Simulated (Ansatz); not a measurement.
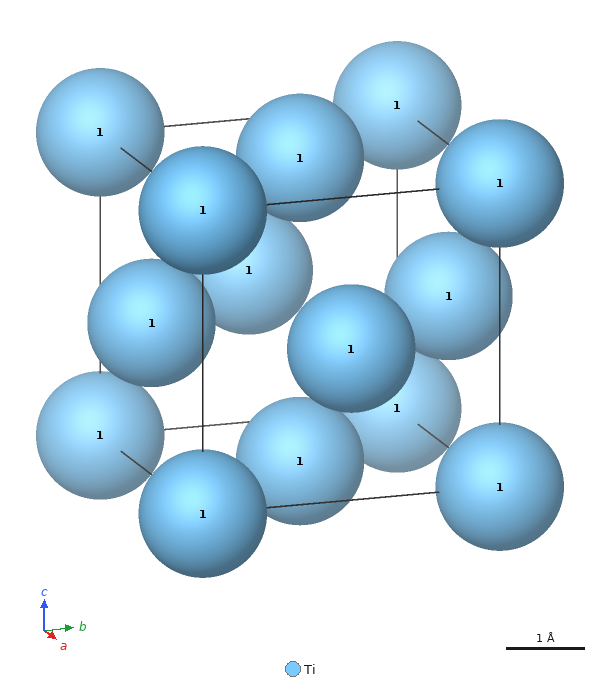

Reference structure: a crystal of Ti (set up in Fm-3m). The picture is a spheres-only view of the conventional cell (4 times the calculation's cell), seen slightly off an axis. Lengths and directions refer to the drawn axes.

All numbers below come from Ansatz 0.2.0, DFT, LDA, all-electron PAW with datasets made for the crystal, scalar-relativistic. Settings: plane-wave cutoff 260 eV; k-point mesh 15 × 15 × 15; occupations fermi dirac; smearing width 0.05 eV; no spin polarisation.

Change: The cell is strained by +2.0 % along c and none across it (volume +2.0 %), the atoms keeping their fractional coordinates. No relaxation follows.

### What is the effect?

Among the bonded contacts that change: Ti–Ti 2.871 → 2.871 to 2.900 Å. The space group (tolerance 0.01 Å) goes from Fm-3m (No. 225) to I4/mmm (No. 139). Energy change: +12.8 meV per atom. Pressure: −4.8 GPa before, −6.8 GPa after. The principal stresses (compression positive) are −7.2 GPa along c and −6.6 GPa across it. All forces vanish by symmetry.

Drawn alike, the variant:

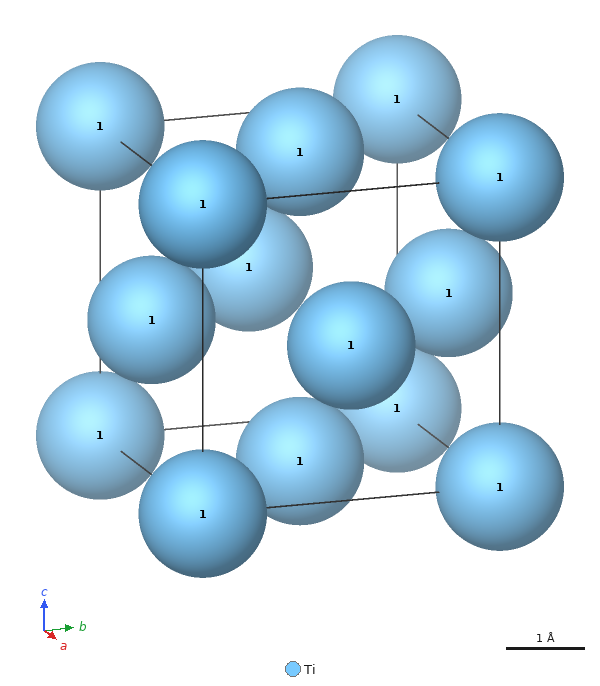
